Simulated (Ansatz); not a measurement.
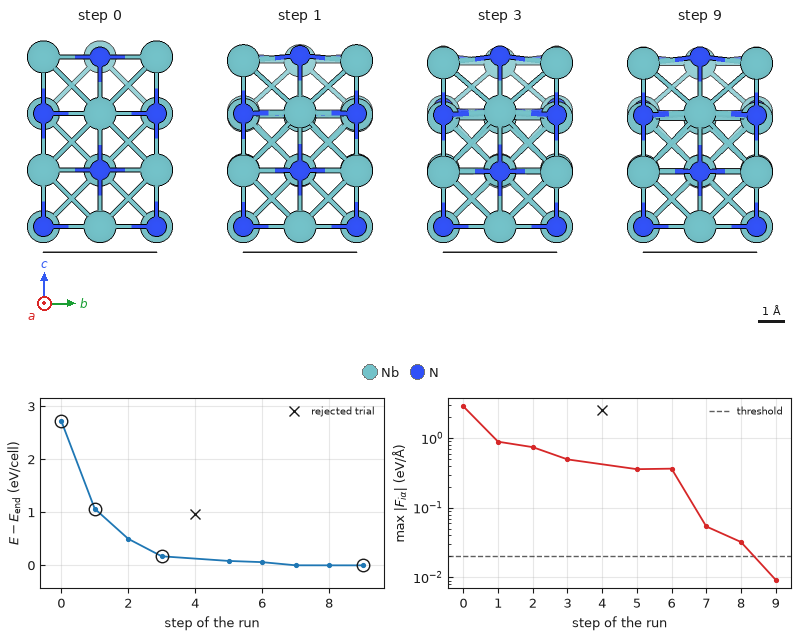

Frames of a constrained relaxation of a slab of composition NbN (cut from the Fm-3m phase), marked on the history of the run. A ball-and-stick model of the cell of the calculation, outlined in the plane, without the vacuum, seen along the a axis.

Case: stripe over 1 of 3 cells, two steps. 12 atoms are held fixed.

Level of theory: DFT PBE, scalar-relativistic, plane waves, PAW (Ansatz). Settings: plane-wave cutoff 420 eV; k-point mesh 3 × 8 × 1; occupations gaussian; smearing width 0.1 eV; no spin polarisation; dipole correction; atoms relaxed in a fixed cell; force threshold 0.02 eV/Å; at most 45 steps.

Question: Describe the path.

Answer: Over 8 accepted moves (9 points after the start) the energy falls by 2.727 eV per cell of the calculation. Largest force component: 2.9 eV/Å at the start, 0.0092 eV/Å at the end. The line search rejected the trial step at point 4 of the run. The largest moves, 0.30 Å, are those of Nb atoms. By element the largest moves are Nb 0.30 Å, N 0.18 Å. The lattice vectors keep their values. Near-neighbour distances that change, for instance: Nb–Nb 3.127 → 3.481 Å, Nb–Nb 3.127 → 2.830 Å, N–Nb 2.211 → 2.465 Å, Nb–Nb 3.127 → 2.909 Å. Among the angles between lasting bonds that change: Nb–N–Nb 180.0° → 163.3°, Nb–N–Nb 180.0° → 163.8°, Nb–N–Nb 180.0° → 164.8°. Cost: 7.7 min on 4 threads of Intel(R) Xeon(R) 6975P-C (Granite Rapids) (shared host), peak memory 5 GiB. From step 0 to 1: Nb atoms move most (0.19 Å), energy −1.658 eV per cell of the calculation. From step 1 to 3: Nb atoms move most (0.20 Å), energy −0.898 eV per cell of the calculation. From step 3 to 9: N atoms move most (0.09 Å), energy −0.171 eV per cell of the calculation.
